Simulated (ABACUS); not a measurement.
## PtS2: single-point calculation (part 2 of 2)

Continued. System: PtS2 (P1, 3 atoms in the cell). Method: Kohn-Sham DFT of a periodic cell, PBEsol, PseudoDojo NC SR 0.4.1 PBEsol standard, no spin polarisation (ABACUS 3.10.1); cutoff 1142.88 eV, 9×9×5 k-mesh, fermi-dirac of 0.05 eV. The structure derives from an entry of the Crystallography Open Database. It belongs to a series of runs on one base structure; here: atoms moved at random by about 0.05 A.

Geometry of the input (Å; fractional positions):
```
3.5432  0.0000  0.0000
-1.7716  3.0685  0.0000
0.0000  0.0000  5.0388
Pt -0.0006  -0.0065  0.0100
S  0.6672  0.3311  0.7717
S  0.3351  0.6715  0.2344
```

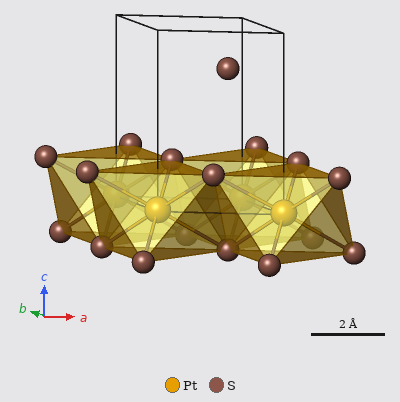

The structure as given in the input (polyhedral view of the cell of the calculation, seen slightly off an axis; polyhedra are completed across the faces of the cell). An atom can appear more than once, as a periodic image.

## Output, continued
```
----------------------------------------------------------

 PW ALGORITHM --------------- ION=   1  ELEC=   3--------------------------------

 Density error is 0.00218226147914
                          Error Threshold = 0.00175036975684
----------------------------------------------------------
     Energy           Rydberg                 eV
----------------------------------------------------------
 E_KohnSham     -305.2687135644      -4153.3939256052
 E_Harris       -305.1926826529      -4152.3594719855
 E_Fermi        0.8347990216         11.3580233790
----------------------------------------------------------

 PW ALGORITHM --------------- ION=   1  ELEC=   4--------------------------------

 Density error is 0.00138404445181
                          Error Threshold = 7.27420493046e-06
----------------------------------------------------------
     Energy           Rydberg                 eV
----------------------------------------------------------
 E_KohnSham     -305.2696317495      -4153.4064181547
 E_Harris       -305.6416273779      -4158.4676783317
 E_Fermi        0.8371318750         11.3897634771
----------------------------------------------------------

 PW ALGORITHM --------------- ION=   1  ELEC=   5--------------------------------

 Density error is 0.000152470283728
                          Error Threshold = 4.61348150604e-06
----------------------------------------------------------
     Energy           Rydberg                 eV
----------------------------------------------------------
 E_KohnSham     -305.2698074819      -4153.4088091170
 E_Harris       -305.4020072388      -4155.2074790843
 E_Fermi        0.8366748170         11.3835448840
----------------------------------------------------------

 PW ALGORITHM --------------- ION=   1  ELEC=   6--------------------------------

 Density error is 1.64960437044e-05
                          Error Threshold = 5.08234279093e-07
----------------------------------------------------------
     Energy           Rydberg                 eV
----------------------------------------------------------
 E_KohnSham     -305.2698443045      -4153.4093101139
 E_Harris       -305.2088015888      -4152.5787813586
 E_Fermi        0.8363917562         11.3796936440
----------------------------------------------------------

 PW ALGORITHM --------------- ION=   1  ELEC=   7--------------------------------

 Density error is 8.91317939424e-07
                          Error Threshold = 5.4986812348e-08
----------------------------------------------------------
     Energy           Rydberg                 eV
----------------------------------------------------------
 E_KohnSham     -305.2698462169      -4153.4093361334
 E_Harris       -305.2562539693      -4153.2244041176
 E_Fermi        0.8365797416         11.3822513174
----------------------------------------------------------

 PW ALGORITHM --------------- ION=   1  ELEC=   8--------------------------------

 Density error is 4.63124659055e-08
                          Error Threshold = 2.97105979808e-09
----------------------------------------------------------
     Energy           Rydberg                 eV
----------------------------------------------------------
 E_KohnSham     -305.2698464857      -4153.4093397903
 E_Harris       -305.2723577183      -4153.4435068634
 E_Fermi        0.8366422510         11.3831018017
----------------------------------------------------------

 PW ALGORITHM --------------- ION=   1  ELEC=   9--------------------------------

 Density error is 1.69454396999e-09
                          Error Threshold = 1.54374886352e-10
----------------------------------------------------------
     Energy           Rydberg                 eV
----------------------------------------------------------
 E_KohnSham     -305.2698465002      -4153.4093399874
 E_KS(sigma->0) -305.2698460079      -4153.4093332900
 E_Harris       -305.2694107303      -4153.4034110347
 E_band         -23.5852577189       -320.8938937758
 E_one_elec     -154.1305181508      -2097.0532825433
 E_Hartree      88.3927237824        1202.6447051802
 E_xc           -59.9159087863       -815.1977603421
 E_Ewald        -179.6161423609      -2443.8029888874
 E_entropy(-TS) -0.0000009845        -0.0000133948
 E_descf        0.0000000000         0.0000000000
 E_exx          0.0000000000         0.0000000000
 E_Fermi        0.8366425864         11.3831063646
----------------------------------------------------------

 charge density convergence is achieved
 final etot is -4153.40934 eV
 EFERMI = 11.383106365 eV

 STATE ENERGY(eV) AND OCCUPATIONS    NSPIN == 1
 1/51 kpoint (Cartesian) = 0.0000 0.0000 0.0000 (4755 pws)
       1       -88.7146     0.00493827
       2       -42.8729     0.00493827
       3       -42.8542     0.00493827
       4       -42.7130     0.00493827
       5       -4.56011     0.00493827
       6       -1.35999     0.00493827
       7        3.96670     0.00493827
       8        3.98044     0.00493827
       9        4.01640     0.00493827
      10        6.98185     0.00493827
      11        6.99614     0.00493827
      12        9.06873     0.00493827
      13        9.80596     0.00493827
      14        9.87140     0.00493827
      15        10.8819     0.00493805
      16        13.2516    2.91259e-19
      17        13.3259    6.58894e-20
      18        15.5347    4.29648e-39
      19        16.4783    2.73539e-47

 2/51 kpoint (Cartesian) = 0.031359 0.018105 0.0000 (4777 pws)
       1       -88.7145     0.00987654
       2       -42.8748     0.00987654
       3       -42.8556     0.00987654
       4       -42.7127     0.00987654
       5       -4.39436     0.00987654
       6       -1.45931     0.00987654
       7        4.06578     0.00987654
       8        4.13124     0.00987654
       9        4.17306     0.00987654
      10        6.72899     0.00987654
      11        6.88583     0.00987654
      12        8.62291     0.00987654
      13        9.75593     0.00987654
      14        9.85965     0.00987654
      15        10.9314     0.00987536
      16        12.6896    4.43084e-14
      17        13.1738    2.76169e-18
      18        16.3202    1.29231e-45
      19        17.0949    2.41156e-52

 3/51 kpoint (Cartesian) = 0.062718 0.036210 0.0000 (4797 pws)
       1       -88.7144     0.00987654
       2       -42.8803     0.00987654
       3       -42.8589     0.00987654
       4       -42.7118     0.00987654
       5       -3.92972     0.00987654
       6       -1.69891     0.00987654
       7        4.32797     0.00987654
       8        4.40587     0.00987654
       9        4.70047     0.00987654
      10        5.96863     0.00987654
      11        6.68468     0.00987654
      12        7.97621     0.00987654
      13        9.52055     0.00987654
      14        9.61208     0.00987654
      15        10.4304     0.00987654
      16        12.4322    7.62973e-12
      17        13.1517    4.29163e-18
      18        16.5023    3.38592e-47
      19        18.1872    7.84850e-62

 4/51 kpoint (Cartesian) = 0.094077 0.054315 0.0000 (4823 pws)
       1       -88.7142     0.00987654
       2       -42.8869     0.00987654
       3       -42.8621     0.00987654
       4       -42.7108     0.00987654
       5       -3.28112     0.00987654
       6       -1.96733     0.00987654
       7        4.19936     0.00987654
       8        4.66192     0.00987654
       9        5.38330     0.00987654
      10        5.52315     0.00987654
      11        6.73984     0.00987654
      12        7.68545     0.00987654
      13        8.90035     0.00987654
      14        8.94177     0.00987654
      15        9.52856     0.00987654
      16        12.5569    6.29228e-13
      17        13.4101    2.44451e-20
      18        16.1758    2.32078e-44
      19        18.2300    3.33745e-62

 5/51 kpoint (Cartesian) = 0.12544 0.072420 0.0000 (4801 pws)
       1       -88.7141     0.00987654
       2       -42.8915     0.00987654
       3       -42.8639     0.00987654
       4       -42.7102     0.00987654
       5       -2.69229     0.00987654
       6       -2.20133     0.00987654
       7        3.51126     0.00987654
       8        4.79426     0.00987654
       9        5.62191     0.00987654
      10        6.39737     0.00987654
      11        7.23983     0.00987654
      12        7.62312     0.00987654
      13        8.06921     0.00987654
      14        8.13459     0.00987654
      15        8.72184     0.00987654
      16        12.5983    2.75403e-13
      17        13.6569    1.75577e-22
      18        16.3037    1.79912e-45
      19        17.4253    3.25947e-55

 6/51 kpoint (Cartesian) = 0.0000 0.036210 0.0000 (4777 pws)
       1       -88.7145     0.00987654
       2       -42.8736     0.00987654
       3       -42.8568     0.00987654
       4       -42.7127     0.00987654
       5       -4.39562     0.00987654
       6       -1.45730     0.00987654
       7        4.07228     0.00987654
       8        4.09174     0.00987654
       9        4.19462     0.00987654
      10        6.75666     0.00987654
      11        6.86761     0.00987654
      12        8.64221     0.00987654
      13        9.78648     0.00987654
      14        9.81077     0.00987654
      15        10.9265     0.00987548
      16        12.6538    9.07476e-14
      17        13.2204    1.08557e-18
      18        16.3329    1.00337e-45
      19        17.0857    2.89949e-52

[... levels at 45 further k points ...]

------------------------------------------------------------------------------------------
 TOTAL-FORCE (eV/Angstrom)
------------------------------------------------------------------------------------------
                       Pt1        -0.1624131704         0.4619808511        -0.7227739591
                        S1         0.0200873038        -0.0868031474        -0.2905768403
                        S2         0.1423258666        -0.3751777036         1.0133507993
------------------------------------------------------------------------------------------

----------------------------------------------------------------
 TOTAL-STRESS (KBAR)
----------------------------------------------------------------
        52.6633088548        -2.2886446330         3.7753976106
        -2.2886446330        41.6562682458        -8.7369592851
         3.7753976106        -8.7369592851        38.6163154167
----------------------------------------------------------------
 TOTAL-PRESSURE: 44.311964 KBAR

 --------------------------------------------
 !FINAL_ETOT_IS -4153.4093399874436727 eV
 --------------------------------------------
```

## Standard output
```
ABACUS v3.10.1
Total thread number: 4,Local thread limit: 96

               Atomic-orbital Based Ab-initio Computation at UStc

%%%%%%%%%%%%%%%%%%%%%%%%%%%%%%%%%%%%%%%%%%%%%%%%%%%%%%%%%%%%%%%%%%%%%%%%%%%%%%%%%%%%%%%%%%%%%%%%%%%%%%%%%
 Warning: the number of valence electrons in pseudopotential > 10 for Pt: [Xe] 4f14 5d9 6s1
 Pseudopotentials with additional electrons can yield (more) accurate outcomes, but may be less efficient.
 If you're confident that your chosen pseudopotential is appropriate, you can safely ignore this warning.
%%%%%%%%%%%%%%%%%%%%%%%%%%%%%%%%%%%%%%%%%%%%%%%%%%%%%%%%%%%%%%%%%%%%%%%%%%%%%%%%%%%%%%%%%%%%%%%%%%%%%%%%%

 UNIFORM GRID DIM        : 40 * 40 * 60
 UNIFORM GRID DIM(BIG)   : 40 * 40 * 60
 ---------------------------------------------------------
 Self-consistent calculations for electrons
 ---------------------------------------------------------
 SPIN    KPOINTS         PROCESSORS  THREADS
 1       203             4           4
 ---------------------------------------------------------
 Use plane wave basis
 ---------------------------------------------------------
 ELEMENT NATOM       XC
 Pt      1
 S       2
 ---------------------------------------------------------
 Initial plane wave basis and FFT box
 ---------------------------------------------------------
 -------------------------------------------
 SELF-CONSISTENT :
 -------------------------------------------
 START CHARGE      : atomic
 ITER       ETOT/eV          EDIFF/eV         DRHO     TIME/s
 DA1     -4.14974380e+03   0.00000000e+00   5.2511e-01  13.72
 DA2     -4.15107741e+03  -1.33361467e+00   1.0401e+00  12.88
 DA3     -4.15339393e+03  -2.31651275e+00   2.1823e-03  12.07
 DA4     -4.15340642e+03  -1.24925494e-02   1.3840e-03  17.35
 DA5     -4.15340881e+03  -2.39096233e-03   1.5247e-04  11.62
 DA6     -4.15340931e+03  -5.00996894e-04   1.6496e-05  12.07
 DA7     -4.15340934e+03  -2.60194962e-05   8.9132e-07  10.86
 DA8     -4.15340934e+03  -3.65689019e-06   4.6312e-08  13.53
 DA9     -4.15340934e+03  -1.97167619e-07   1.6945e-09  14.13
----------------------------------------------------------------
 TOTAL-STRESS (KBAR)
----------------------------------------------------------------
        52.6633088548        -2.2886446330         3.7753976106
        -2.2886446330        41.6562682458        -8.7369592851
         3.7753976106        -8.7369592851        38.6163154167
----------------------------------------------------------------
 TOTAL-PRESSURE: 44.311964 KBAR
```

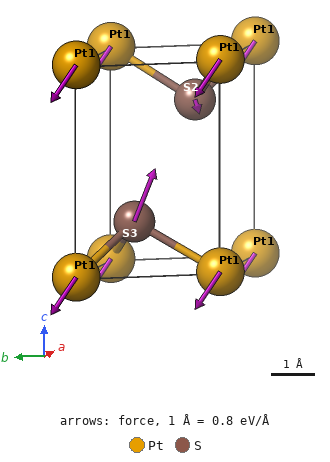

Forces on the atoms as pink arrows (ball-and-stick view of the cell of the calculation, seen at an oblique angle; atoms are numbered from 1 in the order of the input). The largest act on S3 (1.09 eV/Å); Pt1 (0.87 eV/Å). The geometry is not a stationary point of this energy.

## Results in brief

```tsv
quantity	value
outcome	converged
space group (tolerance 0.01 Å)	P1 (1)
electrons treated	30
free energy	−4153.4093 eV
Fermi energy	11.383 eV
gap on the k-point mesh	0.82 eV
pressure	4.43 GPa
largest force (length of the vector)	1.090 eV/Å
hardware	4 threads of Intel Xeon @ 2.50GHz (Skylake/Cascade Lake), 32 GiB of memory available, shared host
wall time	2.1 min (CPU time 8.3 min)
peak memory	0.76 GiB
```

## Notes

Spin–orbit coupling is left out, which matters for Pt.
